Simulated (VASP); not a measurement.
Sr: geometry relaxation (part 1 of 2)

- system: Sr (Fm-3m, 1 atom in the cell)
- method: Kohn-Sham DFT of a periodic cell, r2SCAN, VASP PAW PBE potentials, recommended, no spin polarisation (VASP 6.6.1)

The structure derives from a Materials Project entry.

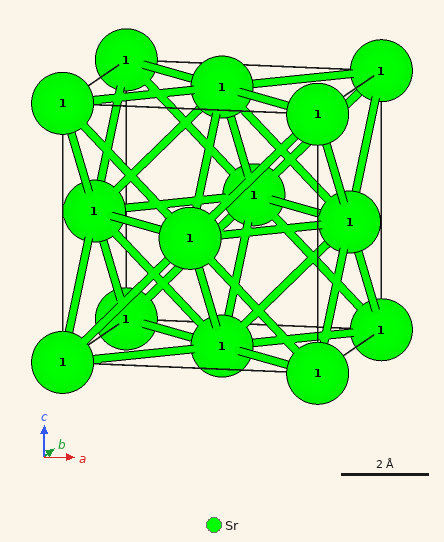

Figure 1. The starting structure (ball-and-stick view of the cell 4 times as large as that of the calculation, set on its symmetry axes, seen slightly off an axis; atoms are numbered from 1 in the order of the input). Near neighbours in the crystal (not all of them lie inside the picture): Sr has 12 Sr at 4.29 Å.

**Key numbers**

```tsv
quantity	value
outcome	converged
space group (tolerance 0.01 Å)	Fm-3m (225)
electrons treated	10
free energy	−15.1013 eV
Fermi energy	1.476 eV
gap on the k-point mesh	none (metallic)
pressure	−0.01 GPa
final volume	56.84 Å³
largest force (length of the vector) at the end	under 0.001 eV/Å
final cell	a = 4.316 Å, b = 4.316 Å, c = 4.316 Å, α = 60.00°, β = 60.00°, γ = 60.00°
hardware	1 thread of Intel Xeon (Granite Rapids), 64 GiB of memory available, shared host
wall time	5.2 min
peak memory	0.25 GiB
```

**INCAR**
```
  PREC = Accurate
  ENCUT = 600
  EDIFF = 1E-7
  ISMEAR = 0
  SIGMA = 0.1
  LREAL = F
  LASPH = T
  NELM = 80
  ALGO = Normal
  ISIF = 3
  LWAVE = F
  LCHARG = F
  METAGGA = R2SCAN
  LMIXTAU = T
  IBRION = 2
  NSW = 90
  EDIFFG = -0.005
```

**KPOINTS**
```
regular mesh
0
Gamma
  12 12 12
```

**POSCAR**
```
Sr
1.0
    0.0000000000      3.0336031300      3.0336031300
    3.0336031300      0.0000000000      3.0336031300
    3.0336031300      3.0336031300      0.0000000000
Sr
1
Direct
    0.0000000000      0.0000000000      0.0000000000
```

Launched with:
```bash
cat potpaw_PBE.64/Sr_sv/POTCAR > POTCAR
mpirun -np 1 vasp_std > vasp.out
```

**OSZICAR**
```
N       E                     dE             d eps       ncg     rms          rms(c)
DAV:   1     0.246633266233E+02    0.24663E+02   -0.53939E+03  1296   0.110E+03
DAV:   2    -0.165342175440E+02   -0.41198E+02   -0.40850E+02  1477   0.184E+02
DAV:   3    -0.187299255553E+02   -0.21957E+01   -0.21734E+01  2035   0.311E+01
DAV:   4    -0.188169203752E+02   -0.86995E-01   -0.86864E-01  1894   0.607E+00
DAV:   5    -0.188201731244E+02   -0.32527E-02   -0.32506E-02  2074   0.573E-01    0.756E+00
DAV:   6    -0.148479292541E+02    0.39722E+01   -0.32655E+00  1377   0.979E+00    0.663E+00
DAV:   7    -0.150282223489E+02   -0.18029E+00   -0.66656E-01  1593   0.761E+00    0.561E+00
DAV:   8    -0.159904919011E+02   -0.96227E+00   -0.67605E-01  1417   0.640E+00    0.189E+00
DAV:   9    -0.151284881623E+02    0.86200E+00   -0.91652E-01  1370   0.621E+00    0.387E-01
DAV:  10    -0.150850204145E+02    0.43468E-01   -0.10272E-01  1357   0.408E+00    0.642E-01
DAV:  11    -0.151275907111E+02   -0.42570E-01   -0.12649E-01  1306   0.464E+00    0.526E-01
DAV:  12    -0.150977130364E+02    0.29878E-01   -0.95903E-02  1301   0.429E+00    0.158E-01
DAV:  13    -0.151046981127E+02   -0.69851E-02   -0.69894E-03  1423   0.108E+00    0.181E-01
DAV:  14    -0.151116581894E+02   -0.69601E-02   -0.29416E-03  1358   0.795E-01    0.197E-01
DAV:  15    -0.151000174680E+02    0.11641E-01   -0.71983E-03  1308   0.101E+00    0.499E-02
DAV:  16    -0.151014102249E+02   -0.13928E-02   -0.25122E-03  1309   0.558E-01    0.238E-02
DAV:  17    -0.151011571664E+02    0.25306E-03   -0.92787E-05  1712   0.128E-01    0.167E-02
DAV:  18    -0.151010600720E+02    0.97094E-04   -0.96876E-06  1996   0.260E-02    0.132E-02
DAV:  19    -0.151006806096E+02    0.37946E-03   -0.16723E-04  1310   0.111E-01    0.168E-02
DAV:  20    -0.151007223819E+02   -0.41772E-04   -0.24318E-05  1380   0.327E-02    0.230E-02
DAV:  21    -0.151006894236E+02    0.32958E-04   -0.50938E-05  1536   0.621E-02    0.267E-02
DAV:  22    -0.151006907095E+02   -0.12859E-05   -0.37256E-06  2018   0.225E-02    0.188E-02
DAV:  23    -0.151006946616E+02   -0.39522E-05   -0.21292E-06  1487   0.201E-02    0.170E-02
DAV:  24    -0.151006934331E+02    0.12286E-05   -0.10410E-06  1527   0.109E-02    0.922E-03
DAV:  25    -0.151006935334E+02   -0.10039E-06   -0.24166E-07  1821   0.568E-03    0.364E-03
DAV:  26    -0.151006933445E+02    0.18893E-06   -0.12033E-07  1474   0.401E-03    0.379E-03
DAV:  27    -0.151006937923E+02   -0.44780E-06   -0.80537E-08  1455   0.398E-03    0.102E-03
DAV:  28    -0.151006933509E+02    0.44140E-06   -0.28383E-08   817   0.255E-03    0.454E-04
DAV:  29    -0.151006935956E+02   -0.24473E-06   -0.71203E-09   679   0.917E-04    0.383E-04
DAV:  30    -0.151006934404E+02    0.15523E-06   -0.30034E-09   676   0.736E-04    0.249E-04
DAV:  31    -0.151006934747E+02   -0.34246E-07   -0.91836E-10   675   0.271E-04
   1 F= -.15100693E+02 E0= -.15096260E+02  d E =-.151007E+02
       N       E                     dE             d eps       ncg     rms          rms(c)
DAV:   1    -0.151062825946E+02   -0.55892E-02   -0.16437E-01  1311   0.362E+00    0.471E-01
DAV:   2    -0.151025471847E+02    0.37354E-02   -0.16168E-02  1458   0.125E+00    0.270E-01
DAV:   3    -0.151009773220E+02    0.15699E-02   -0.55638E-03  1740   0.588E-01    0.846E-02
DAV:   4    -0.151012591942E+02   -0.28187E-03   -0.10364E-03  1392   0.343E-01    0.990E-02
DAV:   5    -0.151012522713E+02    0.69229E-05   -0.57668E-04  1434   0.152E-01    0.340E-02
DAV:   6    -0.151011992085E+02    0.53063E-04   -0.25985E-04  1532   0.152E-01    0.124E-02
DAV:   7    -0.151013952307E+02   -0.19602E-03   -0.43673E-04  1298   0.230E-01    0.273E-02
DAV:   8    -0.151011960650E+02    0.19917E-03   -0.26861E-04  1298   0.170E-01    0.403E-03
DAV:   9    -0.151012069916E+02   -0.10927E-04   -0.89426E-06  1652   0.292E-02    0.605E-03
DAV:  10    -0.151011996294E+02    0.73622E-05   -0.18524E-06  1333   0.138E-02    0.228E-03
DAV:  11    -0.151012006618E+02   -0.10325E-05   -0.78401E-08  1650   0.276E-03    0.810E-04
DAV:  12    -0.151011980938E+02    0.25681E-05   -0.21680E-07  1339   0.428E-03    0.379E-04
DAV:  13    -0.151011986792E+02   -0.58542E-06   -0.70898E-09   667   0.107E-03    0.200E-04
DAV:  14    -0.151011987953E+02   -0.11609E-06   -0.45369E-09   662   0.733E-04    0.967E-05
DAV:  15    -0.151011987507E+02    0.44629E-07   -0.57712E-10   663   0.200E-04
   2 F= -.15101199E+02 E0= -.15096718E+02  d E =-.505276E-03
       N       E                     dE             d eps       ncg     rms          rms(c)
DAV:   1    -0.151040982443E+02   -0.28994E-02   -0.90320E-02  1311   0.268E+00    0.347E-01
DAV:   2    -0.151020428193E+02    0.20554E-02   -0.88466E-03  1458   0.927E-01    0.199E-01
DAV:   3    -0.151011756132E+02    0.86721E-03   -0.31205E-03  1746   0.441E-01    0.638E-02
DAV:   4    -0.151013391295E+02   -0.16352E-03   -0.57852E-04  1384   0.258E-01    0.721E-02
DAV:   5    -0.151013361852E+02    0.29443E-05   -0.33377E-04  1459   0.115E-01    0.251E-02
DAV:   6    -0.151013012022E+02    0.34983E-04   -0.13785E-04  1548   0.111E-01    0.889E-03
DAV:   7    -0.151014278502E+02   -0.12665E-03   -0.29303E-04  1296   0.185E-01    0.215E-02
DAV:   8    -0.151012972852E+02    0.13057E-03   -0.16309E-04  1296   0.132E-01    0.345E-03
DAV:   9    -0.151013038918E+02   -0.66067E-05   -0.52866E-06  1651   0.206E-02    0.465E-03
DAV:  10    -0.151012990603E+02    0.48315E-05   -0.99918E-07  1332   0.997E-03    0.200E-03
DAV:  11    -0.151013000168E+02   -0.95645E-06   -0.40198E-08  1103   0.202E-03    0.961E-04
DAV:  12    -0.151012980997E+02    0.19170E-05   -0.94034E-08  1315   0.291E-03    0.257E-04
DAV:  13    -0.151012985839E+02   -0.48416E-06   -0.55081E-09   661   0.906E-04    0.122E-04
DAV:  14    -0.151012986576E+02   -0.73675E-07   -0.24635E-09   654   0.444E-04
   3 F= -.15101299E+02 E0= -.15096793E+02  d E =-.605183E-03
```

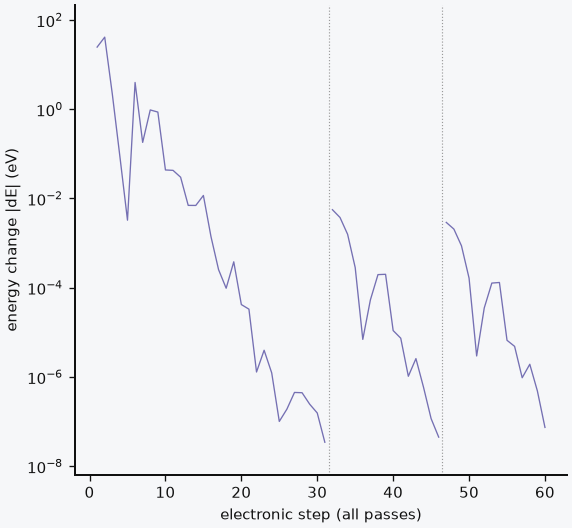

Figure 2. Convergence of the self-consistent field: energy change |dE| against the electronic step. Each stretch between dotted lines is the SCF of one geometry step of a relaxation. The 3 ionic steps take 14 to 31 electronic steps each. The density is held fixed in the first few steps, and dE rises again when its update begins.

**Parts of OUTCAR**
```
PREC = Accurate
   ENCUT = 600
   EDIFF = 1E-7
   ISMEAR = 0
   LREAL = F
   LASPH = T
   NELM = 80
   ISIF = 3
   METAGGA = R2SCAN
   IBRION = 2
   NSW = 90
   EDIFFG = -0.005

 ion  position               nearest neighbor table
   1  0.000  0.000  0.000-

  LATTYP: Found a face centered cubic cell.
 ALAT       =     6.0672062600

  Lattice vectors:

 A1 = (   0.0000000000,   3.0336031300,   3.0336031300)
 A2 = (   3.0336031300,   0.0000000000,   3.0336031300)
 A3 = (   3.0336031300,   3.0336031300,   0.0000000000)

Analysis of symmetry for initial positions (statically):
=====================================================================
 Subroutine PRICEL returns:
 Original cell was already a primitive cell.

 Routine SETGRP: Setting up the symmetry group for a
 face centered cubic supercell.

 Subroutine GETGRP returns: Found 48 space group operations
 (whereof 48 operations were pure point group operations)
 out of a pool of 48 trial point group operations.

The static configuration has the point symmetry O_h .

Analysis of symmetry for dynamics (positions and initial velocities):
=====================================================================
 Subroutine PRICEL returns:
 Original cell was already a primitive cell.

 Routine SETGRP: Setting up the symmetry group for a
 face centered cubic supercell.

 Subroutine GETGRP returns: Found 48 space group operations
 (whereof 48 operations were pure point group operations)
 out of a pool of 48 trial point group operations.

The dynamic configuration has the point symmetry O_h .

 Subroutine INISYM returns: Found 48 space group operations
 (whereof 48 operations are pure point group operations),
 and found     1 'primitive' translations

----------------------------------------------------------------------------------------

                                     Primitive cell

  volume of cell :      55.8350

  direct lattice vectors                    reciprocal lattice vectors
     0.000000000  3.033603130  3.033603130    -0.164820505  0.164820505  0.164820505
     3.033603130  0.000000000  3.033603130     0.164820505 -0.164820505  0.164820505
     3.033603130  3.033603130  0.000000000     0.164820505  0.164820505 -0.164820505

  length of vectors
     4.290162689  4.290162689  4.290162689     0.285477489  0.285477489  0.285477489

  position of ions in fractional coordinates (direct lattice)
     0.000000000  0.000000000  0.000000000

  ion indices of the primitive-cell ions
   primitive index   ion index
                 1           1

----------------------------------------------------------------------------------------

 KPOINTS: regular mesh

Automatic generation of k-mesh.
 Grid dimensions read from file:
 generate k-points for:   12   12   12

 Generating k-lattice:

  Cartesian coordinates                     Fractional coordinates (reciprocal lattice)
    -0.013735042  0.013735042  0.013735042     0.083333333  0.000000000  0.000000000
     0.013735042 -0.013735042  0.013735042     0.000000000  0.083333333  0.000000000
     0.013735042  0.013735042 -0.013735042     0.000000000  0.000000000  0.083333333

  Length of vectors
     0.023789791  0.023789791  0.023789791

  Shift w.r.t. Gamma in fractional coordinates (k-lattice)
     0.000000000  0.000000000  0.000000000

 Subroutine IBZKPT returns following result:
 ===========================================

 Found     72 irreducible k-points:

 Following reciprocal coordinates:
            Coordinates               Weight
  0.000000  0.000000  0.000000      1.000000
  0.083333  0.000000  0.000000      8.000000
  0.166667  0.000000  0.000000      8.000000
  0.250000  0.000000  0.000000      8.000000
  0.333333  0.000000  0.000000      8.000000
  0.416667  0.000000  0.000000      8.000000
  0.500000  0.000000  0.000000      4.000000
  0.083333  0.083333  0.000000      6.000000
  0.166667  0.083333  0.000000     24.000000
  0.250000  0.083333  0.000000     24.000000
  0.333333  0.083333  0.000000     24.000000
  0.416667  0.083333  0.000000     24.000000
  0.500000  0.083333  0.000000     24.000000
 -0.416667  0.083333  0.000000     24.000000
 -0.333333  0.083333  0.000000     24.000000
 -0.250000  0.083333  0.000000     24.000000
 -0.166667  0.083333  0.000000     24.000000
 -0.083333  0.083333  0.000000     12.000000
  0.166667  0.166667  0.000000      6.000000
  0.250000  0.166667  0.000000     24.000000
  0.333333  0.166667  0.000000     24.000000
  0.416667  0.166667  0.000000     24.000000
  0.500000  0.166667  0.000000     24.000000
 -0.416667  0.166667  0.000000     24.000000
 [... further k-points ...]
```
